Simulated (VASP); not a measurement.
# Run report: MnS, band-structure run (part 2 of 2)

MnS (4 atoms in the cell); Kohn-Sham DFT of a periodic cell, LDA, VASP PAW LDA potentials, recommended, spin-polarised (VASP 6.6.1); cutoff 350 eV, 4×4×4 k-mesh, Gaussian smearing of 0.02 eV, collinear spins. The structure derives from an entry of the Crystallography Open Database.

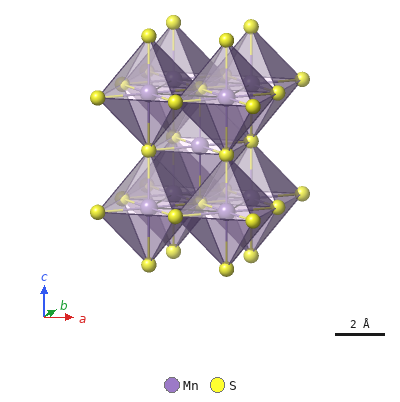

Fig. 1: The structure as given in the input (polyhedral view of the cell of the calculation, seen slightly off an axis; polyhedra are completed across the faces of the cell).

## Parts of OUTCAR, continued
```
 k-point     4 :       0.2500    0.2500    0.0000
  band No.  band energies     occupation
      1     -40.4932      1.00000
      2     -40.1727      1.00000
      3     -40.1725      1.00000
      4     -37.1775      1.00000
      5     -36.9787      1.00000
      6     -36.9783      1.00000
      7      -5.7614      1.00000
      8      -4.4432      1.00000
      9       2.9826      1.00000
     10       3.0530      1.00000
     11       3.1400      1.00000
     12       3.8344      1.00000
     13       5.5444      1.00000
     14       5.6125      1.00000
     15       6.0423      1.00000
     16       6.9214      1.00000
     17       7.5031      1.00000
     18       7.6526      1.00000
     19       8.2670      1.00000
     20       9.2621      0.00000
     21       9.8297      0.00000
     22       9.9255      0.00000
     23      10.0028      0.00000
     24      10.5487      0.00000
     25      14.6603      0.00000
     26      15.8920      0.00000
     27      16.8208      0.00000
     28      17.4221      0.00000
     29      17.5369      0.00000
     30      17.6543      0.00000
     31      18.2815      0.00000

 k-point     5 :       0.5000    0.2500    0.0000
  band No.  band energies     occupation
      1     -40.4927      1.00000
      2     -40.1803      1.00000
      3     -40.1716      1.00000
      4     -37.1768      1.00000
      5     -36.9883      1.00000
      6     -36.9772      1.00000
      7      -4.8450      1.00000
      8      -4.7779      1.00000
      9       2.2373      1.00000
     10       2.4070      1.00000
     11       4.0719      1.00000
     12       4.3509      1.00000
     13       4.4195      1.00000
     14       4.7159      1.00000
     15       6.3914      1.00000
     16       7.1295      1.00000
     17       7.1392      1.00000
     18       7.7111      1.00000
     19       8.7249      1.00000
     20       9.2444      0.00001
     21       9.6646      0.00000
     22       9.9799      0.00000
     23      10.3773      0.00000
     24      11.1246      0.00000
     25      13.1018      0.00000
     26      13.6867      0.00000
     27      16.4268      0.00000
     28      16.4469      0.00000
     29      17.9714      0.00000
     30      18.2899      0.00000
     31      21.2649      0.00000

 [... the levels of 12 k-points are left out ...]

 k-point    18 :       0.5000    0.5000    0.5000
  band No.  band energies     occupation
      1     -40.4922      1.00000
      2     -40.1792      1.00000
      3     -40.1792      1.00000
      4     -37.1762      1.00000
      5     -36.9868      1.00000
      6     -36.9868      1.00000
      7      -4.5002      1.00000
      8      -4.3809      1.00000
      9       3.0352      1.00000
     10       3.0352      1.00000
     11       3.0414      1.00000
     12       3.0414      1.00000
     13       3.4233      1.00000
     14       3.9410      1.00000
     15       7.1116      1.00000
     16       7.1116      1.00000
     17       7.4971      1.00000
     18       7.7444      1.00000
     19       7.9631      1.00000
     20       9.5416      0.00000
     21       9.5416      0.00000
     22       9.8944      0.00000
     23      10.3616      0.00000
     24      10.5548      0.00000
     25      15.0753      0.00000
     26      16.0229      0.00000
     27      17.2183      0.00000
     28      17.2183      0.00000
     29      17.2852      0.00000
     30      17.6951      0.00000
     31      17.6951      0.00000
 Fermi energy:         9.1826347041

 spin component 2

 k-point     1 :       0.0000    0.0000    0.0000
  band No.  band energies     occupation
      1     -40.4944      1.00000
      2     -40.1657      1.00000
      3     -40.1657      1.00000
      4     -37.1789      1.00000
      5     -36.9699      1.00000
      6     -36.9699      1.00000
      7      -6.8000      1.00000
      8      -4.6595      1.00000
      9       2.1170      1.00000
     10       5.3533      1.00000
     11       5.3533      1.00000
     12       5.5611      1.00000
     13       6.4844      1.00000
     14       6.4844      1.00000
     15       6.5624      1.00000
     16       6.7625      1.00000
     17       7.3655      1.00000
     18       7.3952      1.00000
     19       7.3952      1.00000
     20       7.9043      1.00000
     21       9.0591      1.00000
     22       9.5286      0.00000
     23       9.5286      0.00000
     24       9.8494      0.00000
     25      11.5427      0.00000
     26      13.5858      0.00000
     27      16.2349      0.00000
     28      19.1996      0.00000
     29      19.1996      0.00000
     30      19.3674      0.00000
     31      20.3066      0.00000

 k-point     2 :       0.2500    0.0000    0.0000
  band No.  band energies     occupation
      1     -40.4938      1.00000
      2     -40.1735      1.00000
      3     -40.1648      1.00000
      4     -37.1781      1.00000
      5     -36.9798      1.00000
      6     -36.9687      1.00000
      7      -6.2275      1.00000
      8      -4.5111      1.00000
      9       2.5387      1.00000
     10       2.9282      1.00000
     11       4.4762      1.00000
     12       4.4848      1.00000
     13       5.3849      1.00000
     14       5.5052      1.00000
     15       6.6015      1.00000
     16       6.6746      1.00000
     17       7.4590      1.00000
     18       7.7281      1.00000
     19       9.1067      1.00000
     20       9.1259      0.99997
     21       9.5103      0.00000
     22       9.8843      0.00000
     23       9.8850      0.00000
     24      10.9560      0.00000
     25      13.3853      0.00000
     26      15.3372      0.00000
     27      16.8162      0.00000
     28      17.0399      0.00000
     29      18.3530      0.00000
     30      18.9092      0.00000
     31      19.0174      0.00000

 k-point     3 :       0.5000    0.0000    0.0000
  band No.  band energies     occupation
      1     -40.4932      1.00000
      2     -40.1815      1.00000
      3     -40.1640      1.00000
      4     -37.1774      1.00000
      5     -36.9899      1.00000
      6     -36.9677      1.00000
      7      -5.0057      1.00000
      8      -4.9555      1.00000
      9       2.0137      1.00000
     10       2.4883      1.00000
     11       3.5710      1.00000
     12       3.9173      1.00000
     13       3.9741      1.00000
     14       4.8971      1.00000
     15       6.7253      1.00000
     16       7.1518      1.00000
     17       7.8067      1.00000
     18       7.8953      1.00000
     19       9.4862      0.00000
     20       9.7399      0.00000
     21      10.2366      0.00000
     22      10.2459      0.00000
     23      10.9088      0.00000
     24      12.8434      0.00000
     25      14.2801      0.00000
     26      14.4688      0.00000
     27      16.6630      0.00000
     28      16.8139      0.00000
     29      16.8726      0.00000
     30      17.3841      0.00000
     31      17.9300      0.00000

 k-point     4 :       0.2500    0.2500    0.0000
  band No.  band energies     occupation
      1     -40.4932      1.00000
      2     -40.1727      1.00000
      3     -40.1725      1.00000
      4     -37.1775      1.00000
      5     -36.9787      1.00000
      6     -36.9783      1.00000
      7      -5.7614      1.00000
      8      -4.4432      1.00000
      9       2.9826      1.00000
     10       3.0530      1.00000
     11       3.1400      1.00000
     12       3.8344      1.00000
     13       5.5444      1.00000
     14       5.6125      1.00000
     15       6.0423      1.00000
     16       6.9214      1.00000
     17       7.5031      1.00000
     18       7.6526      1.00000
     19       8.2670      1.00000
     20       9.2621      0.00000
     21       9.8297      0.00000
     22       9.9255      0.00000
     23      10.0028      0.00000
     24      10.5487      0.00000
     25      14.6603      0.00000
     26      15.8920      0.00000
     27      16.8208      0.00000
     28      17.4221      0.00000
     29      17.5369      0.00000
     30      17.6543      0.00000
     31      18.2815      0.00000

 k-point     5 :       0.5000    0.2500    0.0000
  band No.  band energies     occupation
      1     -40.4927      1.00000
      2     -40.1803      1.00000
      3     -40.1716      1.00000
      4     -37.1768      1.00000
      5     -36.9883      1.00000
      6     -36.9772      1.00000
      7      -4.8450      1.00000
      8      -4.7779      1.00000
      9       2.2373      1.00000
     10       2.4070      1.00000
     11       4.0719      1.00000
     12       4.3509      1.00000
     13       4.4195      1.00000
     14       4.7159      1.00000
     15       6.3914      1.00000
     16       7.1295      1.00000
     17       7.1392      1.00000
     18       7.7111      1.00000
     19       8.7249      1.00000
     20       9.2444      0.00001
     21       9.6646      0.00000
     22       9.9799      0.00000
     23      10.3773      0.00000
     24      11.1246      0.00000
     25      13.1018      0.00000
     26      13.6867      0.00000
     27      16.4268      0.00000
     28      16.4469      0.00000
     29      17.9714      0.00000
     30      18.2899      0.00000
     31      21.2648      0.00000

 [... the levels of 12 k-points are left out ...]

 k-point    18 :       0.5000    0.5000    0.5000
  band No.  band energies     occupation
      1     -40.4922      1.00000
      2     -40.1792      1.00000
      3     -40.1792      1.00000
      4     -37.1762      1.00000
      5     -36.9868      1.00000
      6     -36.9868      1.00000
      7      -4.5002      1.00000
      8      -4.3809      1.00000
      9       3.0352      1.00000
     10       3.0352      1.00000
     11       3.0414      1.00000
     12       3.0414      1.00000
     13       3.4233      1.00000
     14       3.9410      1.00000
     15       7.1116      1.00000
     16       7.1116      1.00000
     17       7.4971      1.00000
     18       7.7444      1.00000
     19       7.9631      1.00000
     20       9.5416      0.00000
     21       9.5416      0.00000
     22       9.8944      0.00000
     23      10.3616      0.00000
     24      10.5548      0.00000
     25      15.0753      0.00000
     26      16.0229      0.00000
     27      17.2183      0.00000
     28      17.2183      0.00000
     29      17.2852      0.00000
     30      17.6951      0.00000
     31      17.6957      0.00000

------------------------ aborting loop because EDIFF is reached ----------------------------------------

  FORCE on cell =-STRESS in cart. coord.  units (eV):
  Direction    XX          YY          ZZ          XY          YZ          ZX
  --------------------------------------------------------------------------------------
  -------------------------------------------------------------------------------------
  Total        0.0065819     -0.0053007     -0.0053007      0.0000000      0.0000000      0.0000000
  in kB        0.1898412     -0.1528884     -0.1528884      0.0000000      0.0000000      0.0000000
  external PRESSURE =      -0.0386452 kB  Pullay stress =       0.0000000 kB

 VOLUME and BASIS-vectors are now :
 -----------------------------------------------------------------------------
  energy-cutoff  :      350.00
  volume of cell :       55.55
      direct lattice vectors                 reciprocal lattice vectors
     0.000000000  2.397051762 -2.397051762     0.000000000  0.208589572 -0.208589572
     0.000000000  2.397051762  2.397051762     0.000000000  0.208589572  0.208589572
     4.833760479  0.000000000  0.000000000     0.206878269  0.000000000  0.000000000

 POSITION                                       TOTAL-FORCE (eV/Angst)
 -----------------------------------------------------------------------------------
      0.00000      0.00000      0.00000        -0.000000      0.000000      0.000000
      2.41688      2.39705      0.00000         0.000000     -0.000000      0.000000
      2.41688      0.00000      0.00000        -0.000000      0.000000     -0.000000
      0.00000      2.39705      0.00000        -0.000000      0.000000     -0.000000
 -----------------------------------------------------------------------------------
    total drift:                               -0.000000      0.000000      0.000000

  FREE ENERGIE OF THE ION-ELECTRON SYSTEM (eV)
  ---------------------------------------------------
  free  energy   TOTEN  =       -30.6511750402 eV

  energy  without entropy=      -30.6489678218  energy(sigma->0) =      -30.65007143

 total charge

# of ion       s       p       d       tot
------------------------------------------
    1        0.273   6.245   5.128  11.646
    2        0.273   6.245   5.128  11.646
    3        1.324   2.416   0.000   3.740
    4        1.324   2.416   0.000   3.740
--------------------------------------------------
tot          3.193  17.323  10.256  30.771

 magnetization (x)

# of ion       s       p       d       tot
------------------------------------------
    1        0.025   0.028   3.257   3.310
    2       -0.025  -0.028  -3.257  -3.310
    3       -0.005  -0.028   0.000  -0.033
    4        0.005   0.028   0.000   0.033
--------------------------------------------------
tot          0.000   0.000  -0.000  -0.000
```

## CONTCAR
```
MnS
   1.00000000000000
     0.0000000000000000    2.3970517620999998   -2.3970517620999998
     0.0000000000000000    2.3970517620999998    2.3970517620999998
     4.8337604785000003    0.0000000000000000    0.0000000000000000
  Mn              S
     2     2
Direct
     0.0000000000000000    0.0000000000000000    0.0000000000000000
     0.5000000000000000    0.5000000000000000    0.5000000000000000
     0.0000000000000000    0.0000000000000000    0.5000000000000000
     0.5000000000000000    0.5000000000000000    0.0000000000000000

  0.00000000E+00  0.00000000E+00  0.00000000E+00
  0.00000000E+00  0.00000000E+00  0.00000000E+00
  0.00000000E+00  0.00000000E+00  0.00000000E+00
  0.00000000E+00  0.00000000E+00  0.00000000E+00
```

This output came from the following input.

## INCAR
```
PREC = Accurate ; ENCUT = 350
EDIFF = 1E-7 ; ISMEAR = 0
SIGMA = 0.02 ; LREAL = False
LASPH = True ; NELM = 150
ALGO = Normal ; ISIF = 2
LWAVE = False ; LCHARG = False
ISPIN = 2 ; MAGMOM = 5 -5 0 0
LORBIT = 11 ; LMAXMIX = 4
GGA = CA ; NBANDS = 31
```

## KPOINTS
```
Automatic mesh
0
Gamma
  4 4 4
```

## KPOINTS_OPT
```
path GXMGZRAZ,XR,MA
10
line-mode
reciprocal
 0.0000000000  0.0000000000  0.0000000000  G
 0.0000000000  0.5000000000  0.0000000000  X

 0.0000000000  0.5000000000  0.0000000000  X
 0.5000000000  0.5000000000  0.0000000000  M

 0.5000000000  0.5000000000  0.0000000000  M
 0.0000000000  0.0000000000  0.0000000000  G

 0.0000000000  0.0000000000  0.0000000000  G
 0.0000000000  0.0000000000  0.5000000000  Z

 0.0000000000  0.0000000000  0.5000000000  Z
 0.0000000000  0.5000000000  0.5000000000  R

 0.0000000000  0.5000000000  0.5000000000  R
 0.5000000000  0.5000000000  0.5000000000  A

 0.5000000000  0.5000000000  0.5000000000  A
 0.0000000000  0.0000000000  0.5000000000  Z

 0.0000000000  0.5000000000  0.0000000000  X
 0.0000000000  0.5000000000  0.5000000000  R

 0.5000000000  0.5000000000  0.0000000000  M
 0.5000000000  0.5000000000  0.5000000000  A
```

## POSCAR
```
MnS                                     
1.0
    0.0000000000      2.3970517621     -2.3970517621
   -0.0000000000      2.3970517621      2.3970517621
    4.8337604785      0.0000000000     -0.0000000000
  Mn              S             
     2     2
Direct
     0.0000000000000000    0.0000000000000000    0.0000000000000000
     0.5000000000000000    0.5000000000000000    0.5000000000000000
     0.0000000000000000    0.0000000000000000    0.5000000000000000
     0.5000000000000000    0.5000000000000000    0.0000000000000000
```

Launched with:
```bash
cat potpaw_LDA.64/Mn_pv/POTCAR potpaw_LDA.64/S/POTCAR > POTCAR
mpirun -np 1 vasp_std > vasp.out
```

## Results in brief

```json
{"quantity": "outcome", "value": "converged"}
{"quantity": "space group (tolerance 0.01 Å)", "value": "I4/mmm (139)"}
{"quantity": "electrons treated", "value": "38"}
{"quantity": "free energy", "value": "−30.6512 eV"}
{"quantity": "Fermi energy of the self-consistent step", "value": "9.183 eV"}
{"quantity": "gap on the k-point mesh", "value": "none (metallic)"}
{"quantity": "gap on the band path", "value": "0.00 eV"}
{"quantity": "net moment of the cell", "value": "0.00 μB"}
{"quantity": "pressure", "value": "0.00 GPa"}
{"quantity": "largest force (length of the vector)", "value": "under 0.001 eV/Å"}
{"quantity": "hardware", "value": "1 thread of Intel Xeon (Granite Rapids), 176 GiB of memory available, shared host"}
{"quantity": "wall time", "value": "42 s"}
{"quantity": "peak memory", "value": "0.17 GiB"}
```
